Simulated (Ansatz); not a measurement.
# TaN: what the fields show

Input file:

```
crystal:
  lattice:
    - [0.0, 2.179, 2.179]
    - [2.179, 0.0, 2.179]
    - [2.179, 2.179, 0.0]
  atoms:
    - { symbol: Ta, position: [0.5057365764, 0.5057365764, 0.4942634236] }
    - { symbol: "N", position: [0.0, 0.0, 0.0] }
basis:
  ecutwfc: 420
kpoints:
  mp_grid: { grid: [18, 18, 18] }
hamiltonian:
  xc: pbe
scf:
  occupations: { method: gaussian, width: 0.15 }
output:
  forces: true
  stress: true
  eigenvalues: true
  write_density: true
  write_potential: true
  elf: true
  volumetric_format: npy
```

Run with:

```sh
ansatz run input.yaml --threads 1 --pin off --max-ram 2560MiB --backend cpu --events-out ev --progress --plain --runs-dir out
```

Below, planes, directions and counts refer to the conventional cell (a = 3.08 Å, b = 3.08 Å, c = 4.36 Å, α = 90.00°, β = 90.00°, γ = 90.00°).

Space group I4mm; changed on purpose from its base cell (all Ta atoms moved +0.025 Å, as atom 1 along Cartesian [0 0 1]); computed pressure about 15 GPa in this cell.

Level of theory: DFT PBE, scalar-relativistic, plane waves, PAW (Ansatz).

Core electrons are frozen (PAW), and the valence fields are smoothed inside the atomic spheres.

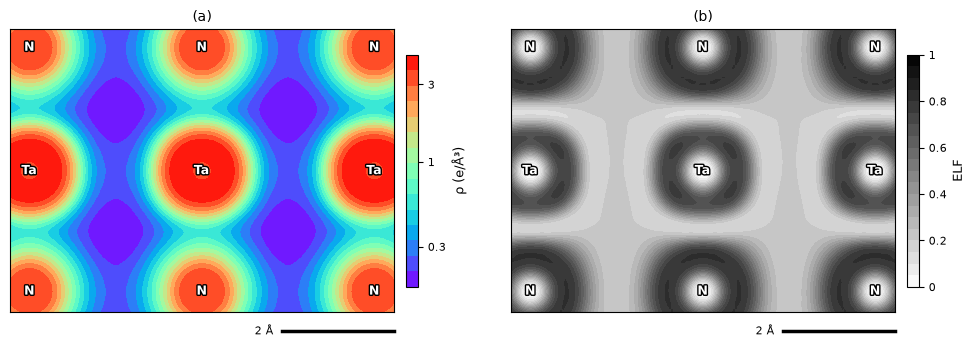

Figure 1. (a) valence pseudo-density; (b) electron localisation function on the (100) plane of the conventional cell.

**What does the map show?**

- Atoms in the plane: Ta and N.
- Ta–N (2.15 Å): the density is about 0.6 e/Å³ at the midpoint; the ELF peaks at about 0.80 in the valence shell of N, 0.6 Å from its nucleus, and is about 0.15 at the midpoint: no localised pair shows between them.
- Ta–Ta (3.08 Å): ρ at the midpoint is about 0.25 e/Å³; the ELF is about 0.20 at the midpoint: no shared electron pair shows on this line.
- Ta–N (2.20 Å): ρ at the midpoint is about 0.53 e/Å³; the ELF peaks at about 0.80 in the valence shell of N, 0.6 Å from its nucleus, and is about 0.15 at the midpoint; no shared electron pair shows on this line.
- Between the atoms the lowest density in this plane is 0.17 e/Å³.
- The features right at Ta lie inside the PAW spheres, where the map follows smoothed inner orbitals and isn't to be read closely.

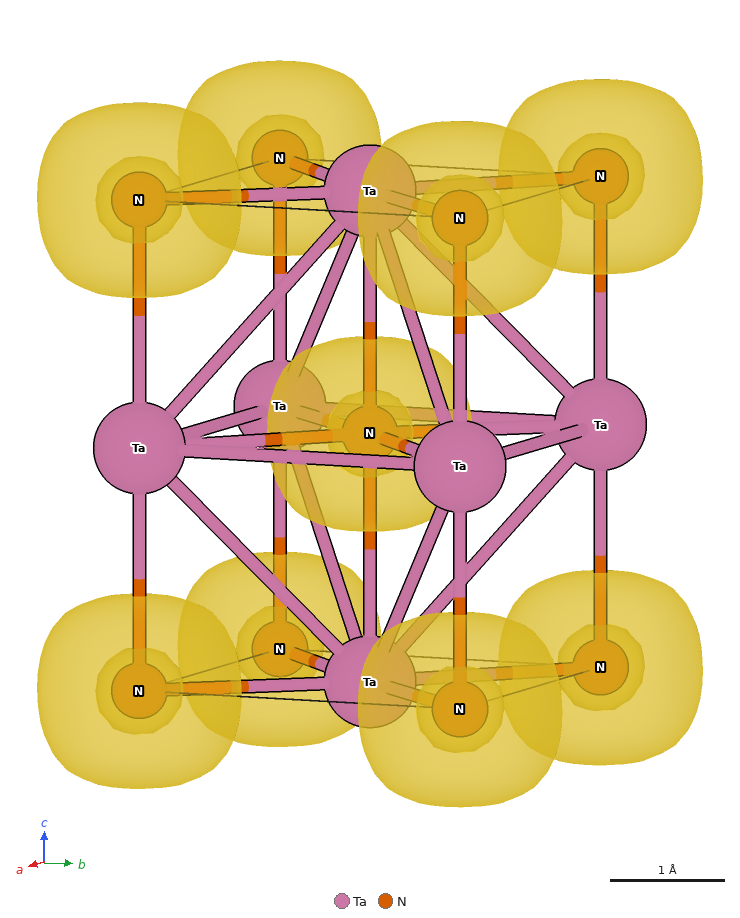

Figure 2. Isosurface of the electron localisation function at 0.6 (yellow), seen slightly off an axis. Core shells and regions of very low density are left out. Sticks mark near contacts.

**Describe the localisation domains.**

The ELF exceeds this value in two regions wrapped around N (the valence shell of each), counted in one cell of 4 atoms. Any copies at cell faces, edges or corners count once.

**Does the calculation give a band gap?**

It is metallic or semimetallic at this level of theory: no gap opens; semilocal functionals without U, or without the true magnetic order, often close the gap of such compounds.
